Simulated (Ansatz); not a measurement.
```
B N
1.0
    -2.50326    0.00000    0.00000
     0.00000    6.99063    0.00000
     0.00000    0.00000   -4.33218
B N
4 4
Direct
  0.00000 0.00000 0.99995
  0.50000 0.00000 0.49995
  0.00000 0.50000 0.49995
  0.50000 0.50000 0.99995
  0.00000 0.00000 0.33335
  0.50000 0.00000 0.83335
  0.00000 0.50000 0.83335
  0.50000 0.50000 0.33335
```

Space group Fmm2; the calculation finds a residual pressure of about 3 GPa at this fixed cell. This isn't the usual form at ambient conditions. The cell comes from a database of computed structures, not from a measurement.

These are results of Ansatz, DFT PBE, scalar-relativistic, plane waves, PAW, not measurements.

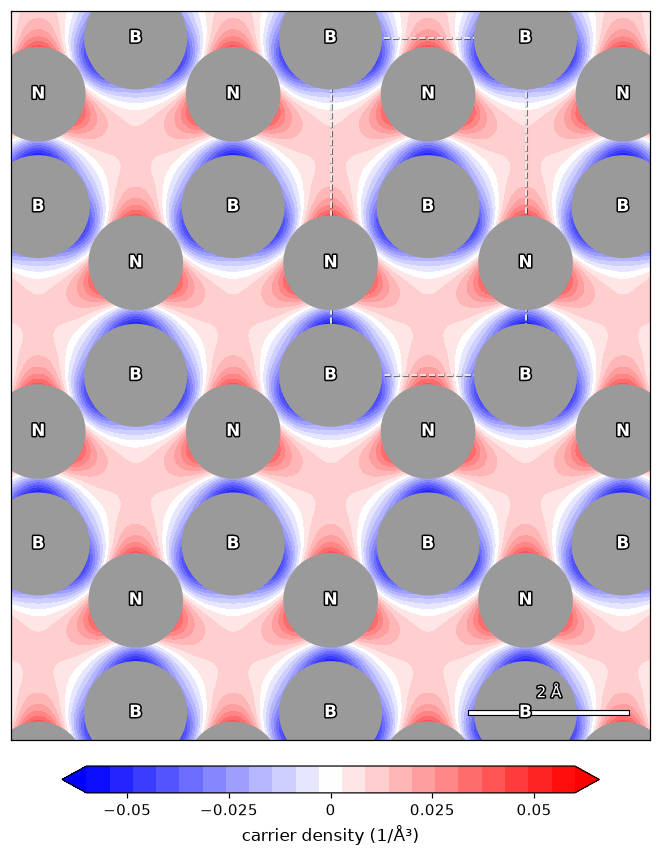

BN. Where the extra electron sits when 0.25 electron is added to the 2-atom cell of the calculation (uniform compensating background, atoms fixed); the change of density for each carrier, counted positive where the carrier is: a map on the (010) plane of the conventional cell, with grey discs over the atomic cores. Cores are masked to 0.7 Å (B) and 0.6 Å (N).

Core electrons are frozen (PAW), so the fields are smoothed inside the atomic spheres.

Where does the doped charge go?

Summed over atomic cells sized by the Bader volumes, the added electron divides as N about 80 % and B about 20 %; these cells fill 10 % (B) and 90 % (N) of the volume.
Over the whole cell, outside the cores, it is densest at the edge of the masked core of B.
The counter-flow of charge adds up to under 0.1 e for each carrier.
These are shares of the net change, screening included; the states that take the carrier can be more concentrated.
This is very heavy doping, far beyond the dilute limit.
